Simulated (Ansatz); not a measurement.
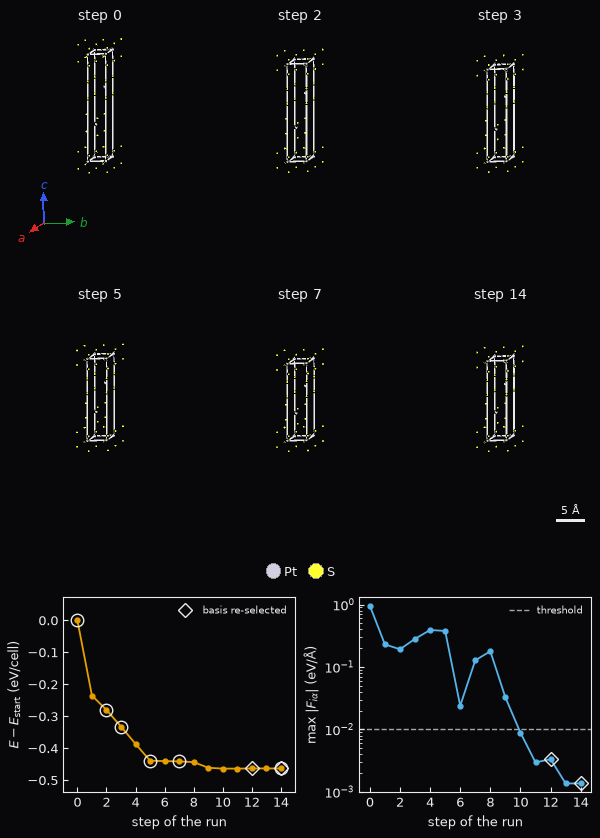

Frames of a relaxation of crystalline PtS₂ (built on the MoS2-160 type type), marked on the history of the run. The picture is a ball-and-stick view of the conventional cell (3 times the calculation's cell), seen slightly off an axis. Lengths and directions refer to the drawn axes.

Theory: Ansatz, DFT, PBEsol, plane waves, PAW. Set-up: plane-wave cutoff 420 eV; k-point mesh 8 × 8 × 8; occupations fermi dirac; smearing width 0.03 eV; no spin polarisation; cell and atoms relaxed; force threshold 0.01 eV/Å; at most 120 steps.

What happens along the run?

After 12 accepted moves (14 points after the start) the energy has fallen by 0.463 eV per cell of the calculation. Largest force component: 0.96 eV/Å at the start, 0.0014 eV/Å at the end. Pressure: −2.89 GPa at the start and 0.01 GPa at the end. The SCF was repeated twice at an unchanged geometry on a basis and grid sized afresh for the cell, which shifted the energy by 0.6 meV per cell of the calculation at most. The atom that moves furthest relative to the cell is an S atom (0.23 Å along −c). By element the largest moves are S 0.23 Å, Pt 0.03 Å. The drawn cell changes as follows: a = b 3.259 → 3.461 Å (+6.2 %), c 19.905 → 14.806 Å (−25.6 %); the volume changes by −16.1 %. Some distances before and after: S–S 3.936 → 2.932 Å, S–S 3.177 → 2.790 Å, Pt–S 2.463 → 2.409 Å. Among the angles between lasting bonds that change: S–Pt–S 80.3° → 69.8°, S–Pt–S 82.9° → 91.8°, Pt–S–Pt 82.9° → 91.8°. The space group stays R3m (No. 160). Cost: 2 min on 2 threads of Intel(R) Xeon(R) Processor @ 2.50GHz (Skylake/Cascade Lake), with other jobs on the host, peak memory 0.42 GiB. From step 0 to 2: S atoms move most (0.08 Å), volume +1.6 %, energy −0.280 eV per cell of the calculation. From step 2 to 3: S atoms move most (0.06 Å), volume −4.6 %, energy −52.0 meV per cell of the calculation. From step 3 to 5: an S atom moves most (0.15 Å), volume −10.3 %, energy −0.107 eV per cell of the calculation. From step 5 to 7: an S atom moves most (0.12 Å), volume −6.1 %, energy −2.1 meV per cell of the calculation. From step 7 to 14: an S atom moves most (0.04 Å), volume +2.9 %, energy −22.0 meV per cell of the calculation.

```json
{"step": "0", "E − E(0), meV/atom": "0.00", "largest force component, eV/Å": "0.9626", "pressure, GPa": "-2.89", "volume, Å³/atom": "20.348", "note": ""}
{"step": "1", "E − E(0), meV/atom": "-78.34", "largest force component, eV/Å": "0.2303", "pressure, GPa": "-1.60", "volume, Å³/atom": "21.490", "note": ""}
{"step": "2", "E − E(0), meV/atom": "-93.35", "largest force component, eV/Å": "0.1925", "pressure, GPa": "0.12", "volume, Å³/atom": "20.664", "note": ""}
{"step": "3", "E − E(0), meV/atom": "-110.68", "largest force component, eV/Å": "0.2827", "pressure, GPa": "0.22", "volume, Å³/atom": "19.704", "note": ""}
{"step": "4", "E − E(0), meV/atom": "-128.72", "largest force component, eV/Å": "0.3918", "pressure, GPa": "0.86", "volume, Å³/atom": "18.689", "note": ""}
{"step": "5", "E − E(0), meV/atom": "-146.28", "largest force component, eV/Å": "0.3785", "pressure, GPa": "1.15", "volume, Å³/atom": "17.667", "note": ""}
{"step": "6", "E − E(0), meV/atom": "-146.65", "largest force component, eV/Å": "0.0239", "pressure, GPa": "-2.73", "volume, Å³/atom": "17.865", "note": ""}
{"step": "7", "E − E(0), meV/atom": "-146.98", "largest force component, eV/Å": "0.1282", "pressure, GPa": "1.97", "volume, Å³/atom": "16.584", "note": ""}
{"step": "8", "E − E(0), meV/atom": "-147.69", "largest force component, eV/Å": "0.1788", "pressure, GPa": "0.08", "volume, Å³/atom": "17.092", "note": ""}
{"step": "9", "E − E(0), meV/atom": "-153.59", "largest force component, eV/Å": "0.0326", "pressure, GPa": "-0.88", "volume, Å³/atom": "17.346", "note": ""}
{"step": "10", "E − E(0), meV/atom": "-154.48", "largest force component, eV/Å": "0.0089", "pressure, GPa": "-0.14", "volume, Å³/atom": "17.091", "note": ""}
{"step": "11", "E − E(0), meV/atom": "-154.50", "largest force component, eV/Å": "0.0030", "pressure, GPa": "0.01", "volume, Å³/atom": "17.063", "note": ""}
{"step": "12", "E − E(0), meV/atom": "-154.30", "largest force component, eV/Å": "0.0033", "pressure, GPa": "0.03", "volume, Å³/atom": "17.063", "note": "same geometry, new basis"}
{"step": "13", "E − E(0), meV/atom": "-154.30", "largest force component, eV/Å": "0.0014", "pressure, GPa": "0.01", "volume, Å³/atom": "17.062", "note": ""}
{"step": "14", "E − E(0), meV/atom": "-154.30", "largest force component, eV/Å": "0.0014", "pressure, GPa": "0.01", "volume, Å³/atom": "17.062", "note": "same geometry, new basis"}
```
